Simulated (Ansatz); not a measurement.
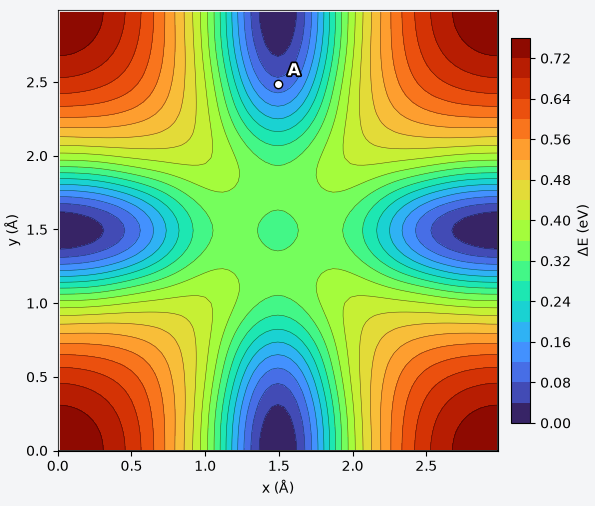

H on a Ta(100) slab cut from the Fm-3m phase, its upper half relaxed before the scan (3 atoms of substrate and one adsorbate in a 1 × 1 cell). 
- H is moved over the surface cell; relaxed at each place: the height of the adsorbate's atoms; substrate rigid; the origin of the map has the adsorbate above Ta3.
- Places are given modulo a cell vector. The map is drawn in real space over the plane of the surface.
- Grid: 6 × 6 points; 10 points were computed and 26 follow by symmetry.
- Energies are in eV, from the lowest grid point.
- With one adsorbate in each 1 × 1 cell, its nearest image is 3.0 Å away, so neighbouring adsorbates interact.
- Theory: DFT PBE, scalar-relativistic, plane waves, PAW in Ansatz 0.2.0. Settings: cutoff 420 eV, k-mesh 9×9×1, gaussian smearing 0.1 eV, no spin polarisation.

Drawn: filled contours, the outline of one cell of the plane, the point A. Between grid points the surface is interpolated.

Which way does the force act at A, and how strong is it?

Answer. A, at (3/6, 5/6) of the cell vectors, is not a stationary point. The computed force is 0.37 eV/Å in the plane, pointing up in the picture (components 0.00 and 0.37 eV/Å).

PAW datasets: the set soft_1.
